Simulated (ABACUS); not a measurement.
## Run report: CoO, band-structure run (part 2 of 3)

Continued. System: CoO (Fm-3m, 2 atoms in the cell). Method: Kohn-Sham DFT of a periodic cell, PBE, GBRV ultrasoft 1.5 PBE, spin-polarised (ABACUS 3.10.1); cutoff 544.23 eV, 9×9×9 k-mesh, fermi-dirac of 0.05 eV, collinear spins. The structure derives from an entry of the Crystallography Open Database.

Geometry of the input (Å; fractional positions):
```
0.0000  2.1315  2.1315
2.1315  0.0000  2.1315
2.1315  2.1315  0.0000
Co 0.0000  0.0000  0.0000
O  0.5000  0.5000  0.5000
```

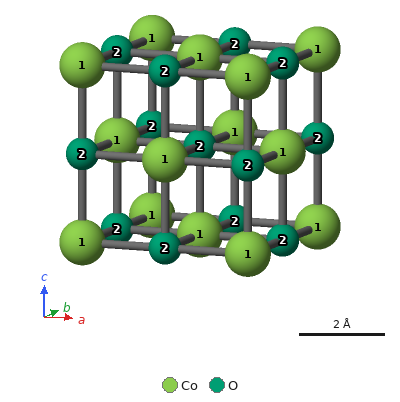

The structure as given in the input (ball-and-stick view of the cell 4 times as large as that of the calculation, set on its symmetry axes, seen at an oblique angle; atoms are numbered from 1 in the order of the input).

## The program's output, continued
```
%%%%%%%%%%%%%%%%%%%%%%%%%%%%%%%%%%%%%%%%%%%%%%%%%%%%%%%%%%%%%%%%%%%%%%%%%%%%%%%%%%%%%%%%%%%%%%%%%%%%%%%%%%
 Warning: the number of valence electrons in pseudopotential > 9 for Co: [Ar] 3d7 4s2
 Pseudopotentials with additional electrons can yield (more) accurate outcomes, but may be less efficient.
 If you're confident that your chosen pseudopotential is appropriate, you can safely ignore this warning.
%%%%%%%%%%%%%%%%%%%%%%%%%%%%%%%%%%%%%%%%%%%%%%%%%%%%%%%%%%%%%%%%%%%%%%%%%%%%%%%%%%%%%%%%%%%%%%%%%%%%%%%%%%

 SETUP THE PLANE WAVE BASIS
 energy cutoff for charge/potential (unit:Ry) = 160
            fft grid for charge/potential = [ 24, 24, 24 ]
                        fft grid division = [ 1, 1, 1 ]
        big fft grid for charge/potential = [ 36, 36, 36 ]
                                     nbxx = 46656
                                     nrxx = 13824

 SETUP PLANE WAVES FOR CHARGE/POTENTIAL
                    number of plane waves = 4477
                         number of sticks = 361

 PARALLEL PW FOR CHARGE/POTENTIAL
     PROC   COLUMNS(POT)             PW
        1            361           4477
 --------------- sum -------------------
        1            361           4477
                            number of |g| = 89
                                  max |g| = 14.3068
                                  min |g| = 0

 energy cutoff for dense charge/potential (unit:Ry) = 320
      fft grid for dense charge/potential = [ 36, 36, 36 ]
                                     nrxx = 46656

 SETUP PLANE WAVES FOR dense CHARGE/POTENTIAL
                    number of plane waves = 12627
                         number of sticks = 721

 PARALLEL PW FOR dense CHARGE/POTENTIAL
     PROC   COLUMNS(POT)             PW
        1            721          12627
 --------------- sum -------------------
        1            721          12627
                            number of |g| = 177
                                  max |g| = 28.8337
                                  min |g| = 0

----------- Double Check Mixing Parameters Begin ------------
mixing_type: broyden
mixing_beta: 0.4
mixing_gg0: 1
mixing_gg0_min: 0.1
mixing_beta_mag: 1.6
mixing_gg0_mag: 0
mixing_ndim: 8
----------- Double Check Mixing Parameters End ------------

 LATTICE VECTORS: (CARTESIAN COORDINATE: IN UNIT OF A0)
                   +0             +2.1315             +2.1315
              +2.1315                  +0             +2.1315
              +2.1315             +2.1315                  +0
                       right hand lattice = 1
                                   NORM_A = 3.0144
                                   NORM_B = 3.0144
                                   NORM_C = 3.0144
                           ALPHA (DEGREE) = 60
                           BETA  (DEGREE) = 60
                           GAMMA (DEGREE) = 60

 The lattice vectors have been changed (STRU_SIMPLE.cif)

(for optimal symmetric configuration:)
                             BRAVAIS TYPE = 3
                     BRAVAIS LATTICE NAME = 03. Cubic F (face-centered)
                                    ibrav = 3
                                    IBRAV = 3
                                  BRAVAIS = FACE CENTERED CUBIC
                       LATTICE CONSTANT A = 4.263
Original cell was already a primitive cell.
                        ROTATION MATRICES = 48
              PURE POINT GROUP OPERATIONS = 48
                   SPACE GROUP OPERATIONS = 48
                              POINT GROUP = O_h
               POINT GROUP IN SPACE GROUP = O_h

 SETUP K-POINTS
                                    nspin = 2
                   Input type of k points = Monkhorst-Pack(Gamma)
                                   nkstot = 729
                       right hand lattice = 1
(for reciprocal lattice: )
                             BRAVAIS TYPE = 2
                     BRAVAIS LATTICE NAME = 02. Cubic I (body-centered)
                                    ibrav = 2
                       right hand lattice = 1
(for k-lattice: )
                             BRAVAIS TYPE = 2
                     BRAVAIS LATTICE NAME = 02. Cubic I (body-centered)
                                    ibrav = 2
                       right hand lattice = 1
                        ROTATION MATRICES = 48
                               nkstot_ibz = 35
K-POINTS REDUCTION ACCORDING TO SYMMETRY
     IBZ    DIRECT_X    DIRECT_Y    DIRECT_Z  WEIGHT  ibz2bz
       1  0.00000000  0.00000000  0.00000000  0.0014       0
       2  0.11111111  0.11111111  0.11111111  0.0110       1
       3  0.22222222  0.22222222  0.22222222  0.0110       2
       4  0.33333333  0.33333333  0.33333333  0.0110       3
       5  0.44444444  0.44444444  0.44444444  0.0110       4
       6  0.11111111  0.11111111  0.00000000  0.0082      10
       7  0.22222222  0.22222222  0.11111111  0.0329      11
       8  0.33333333  0.33333333  0.22222222  0.0329      12
       9  0.44444444  0.44444444  0.33333333  0.0329      13
      10 -0.44444444  0.44444444  0.44444444  0.0329      14
      11  0.44444444  0.33333333  0.33333333  0.0329      15
      12  0.22222222  0.22222222  0.33333333  0.0329      16
      13  0.22222222  0.11111111  0.11111111  0.0165      17
      14  0.22222222  0.22222222  0.00000000  0.0082      20
      15  0.33333333  0.11111111  0.33333333  0.0329      21
      16  0.44444444  0.44444444  0.22222222  0.0329      22
      17 -0.33333333  0.44444444  0.44444444  0.0329      23
      18 -0.44444444  0.33333333  0.33333333  0.0329      24
      19  0.44444444  0.22222222  0.22222222  0.0165      25
      20  0.33333333  0.33333333  0.00000000  0.0082      30
      21  0.44444444  0.44444444  0.11111111  0.0329      31
      22 -0.22222222  0.44444444  0.44444444  0.0329      32
      23 -0.33333333  0.33333333  0.33333333  0.0165      33
      24  0.44444444  0.44444444  0.00000000  0.0082      40
      25 -0.11111111  0.44444444  0.44444444  0.0165      41
      26  0.33333333  0.11111111  0.22222222  0.0329     102
      27  0.44444444  0.33333333  0.22222222  0.0658     103
      28 -0.44444444  0.44444444  0.33333333  0.0658     104
      29  0.44444444  0.33333333  0.11111111  0.0329     112
      30 -0.44444444  0.44444444  0.22222222  0.0658     113
[... 5 further k points ...]

                               nkstot now = 35
[... K-POINTS DIRECT COORDINATES: 35 rows ...]

           k-point number in this process = 9
       minimum distributed K point number = 8
[... stars of the k points ...]
                             nks(nspin=2) = 18
                          nkstot(nspin=2) = 70

[... K-POINTS CARTESIAN COORDINATES: 18 rows ...]

[... K-POINTS DIRECT COORDINATES: 18 rows ...]

 SETUP PLANE WAVES FOR WAVE FUNCTIONS
     energy cutoff for wavefunc (unit:Ry) = 40
              fft grid for wave functions = [ 24, 24, 24 ]
                    number of plane waves = 725
                         number of sticks = 109

 PARALLEL PW FOR WAVE FUNCTIONS
     PROC   COLUMNS(POT)             PW
        1            109            725
 --------------- sum -------------------
        1            109            725

 SETUP NONLOCAL PSEUDOPOTENTIALS IN PLANE WAVE BASIS
 Co non-local projectors:
 projector 1 L=0
 projector 2 L=0
 projector 3 L=1
 projector 4 L=1
 projector 5 L=2
 projector 6 L=2
 O non-local projectors:
 projector 1 L=0
 projector 2 L=0
 projector 3 L=1
 projector 4 L=1
 projector 5 L=2
      TOTAL NUMBER OF NONLOCAL PROJECTORS = 31

 Init Non-Local PseudoPotential table :
 Init Non-Local-Pseudopotential done.

                                     npwx = 564

 Make real space PAO into reciprocal space.
       max mesh points in Pseudopotential = 685
     dq(describe PAO in reciprocal space) = 0.01
                                    max q = 763

 number of pseudo atomic orbitals for Co is 5
WARNING: norm of atomic wavefunction # 4 of atomic type Co is 0.999997, renormalized
WARNING: norm of atomic wavefunction # 5 of atomic type Co is 0.999802, renormalized

 number of pseudo atomic orbitals for O is 2

 -------------------------------------------
 SELF-CONSISTENT
 -------------------------------------------
                                 init_chg = atomic

 PW ALGORITHM --------------- ION=   1  ELEC=   1--------------------------------

          total magnetism (Bohr mag/cell) = 2.53437
       absolute magnetism (Bohr mag/cell) = 2.56842
                        nelec for spin up = 12.7672
                      nelec for spin down = 10.2328

 Density error is 7.35065364142
                          Error Threshold = 0.01
----------------------------------------------------------
     Energy           Rydberg                 eV
----------------------------------------------------------
 E_KohnSham     -327.7818600454      -4459.7009976565
 E_Harris       -374.0793321577      -5089.6104213790
 E_Fermi        1.4793813910         20.1280164322
----------------------------------------------------------

 PW ALGORITHM --------------- ION=   1  ELEC=   2--------------------------------
          total magnetism (Bohr mag/cell) = 0.224770267941
       absolute magnetism (Bohr mag/cell) = 0.233475890794
                        nelec for spin up = 11.612385134
                      nelec for spin down = 11.387614866

 Density error is 13.5858293754
                          Error Threshold = 0.01
----------------------------------------------------------
     Energy           Rydberg                 eV
----------------------------------------------------------
 E_KohnSham     -329.2491622758      -4479.6646686778
 E_Harris       -282.0783533725      -3837.8728883235
 E_Fermi        0.8955205578         12.1841822616
----------------------------------------------------------

 PW ALGORITHM --------------- ION=   1  ELEC=   3--------------------------------
          total magnetism (Bohr mag/cell) = 1.56467872992
       absolute magnetism (Bohr mag/cell) = 1.5701375075
                        nelec for spin up = 12.282339365
                      nelec for spin down = 10.717660635

 Density error is 0.0804198221465
                          Error Threshold = 0.01
----------------------------------------------------------
     Energy           Rydberg                 eV
----------------------------------------------------------
 E_KohnSham     -330.6915718362      -4499.2896575481
 E_Harris       -332.2766358198      -4520.8555594204
 E_Fermi        1.0096150625         13.7365176369
----------------------------------------------------------

 PW ALGORITHM --------------- ION=   1  ELEC=   4--------------------------------
          total magnetism (Bohr mag/cell) = 2.09750160181
       absolute magnetism (Bohr mag/cell) = 2.10019741074
                        nelec for spin up = 12.5487508009
                      nelec for spin down = 10.4512491991

 Density error is 0.0368385590634
                          Error Threshold = 0.000349651400637
----------------------------------------------------------
     Energy           Rydberg                 eV
----------------------------------------------------------
 E_KohnSham     -330.7004370358      -4499.4102747769
 E_Harris       -331.8294133828      -4514.7707860034
 E_Fermi        1.0127227587         13.7788000132
----------------------------------------------------------

 PW ALGORITHM --------------- ION=   1  ELEC=   5--------------------------------
          total magnetism (Bohr mag/cell) = 2.98295529089
       absolute magnetism (Bohr mag/cell) = 2.99526197859
                        nelec for spin up = 12.9914776454
                      nelec for spin down = 10.0085223546

 Density error is 0.0342554184471
                          Error Threshold = 0.000160167648102
----------------------------------------------------------
     Energy           Rydberg                 eV
----------------------------------------------------------
 E_KohnSham     -330.7150309884      -4499.6088356883
 E_Harris       -332.2494437153      -4520.4855918583
 E_Fermi        1.0282136066         13.9895638109
----------------------------------------------------------

 PW ALGORITHM --------------- ION=   1  ELEC=   6--------------------------------
          total magnetism (Bohr mag/cell) = 2.99147609745
       absolute magnetism (Bohr mag/cell) = 3.01137151335
                        nelec for spin up = 12.9957380487
                      nelec for spin down = 10.0042619513

 Density error is 0.00643707196522
                          Error Threshold = 0.000148936601944
----------------------------------------------------------
     Energy           Rydberg                 eV
----------------------------------------------------------
 E_KohnSham     -330.7149625086      -4499.6079039737
 E_Harris       -331.3784206160      -4508.6347146180
 E_Fermi        1.0249108706         13.9446277823
----------------------------------------------------------

 PW ALGORITHM --------------- ION=   1  ELEC=   7--------------------------------
          total magnetism (Bohr mag/cell) = 2.99926047753
       absolute magnetism (Bohr mag/cell) = 3.03442802822
                        nelec for spin up = 12.9996302388
                      nelec for spin down = 10.0003697612

 Density error is 0.00243355606232
                          Error Threshold = 2.7987269414e-05
----------------------------------------------------------
     Energy           Rydberg                 eV
----------------------------------------------------------
 E_KohnSham     -330.7164723015      -4499.6284457593
 E_Harris       -330.5937884430      -4497.9592462317
 E_Fermi        1.0225362244         13.9123190628
----------------------------------------------------------
```
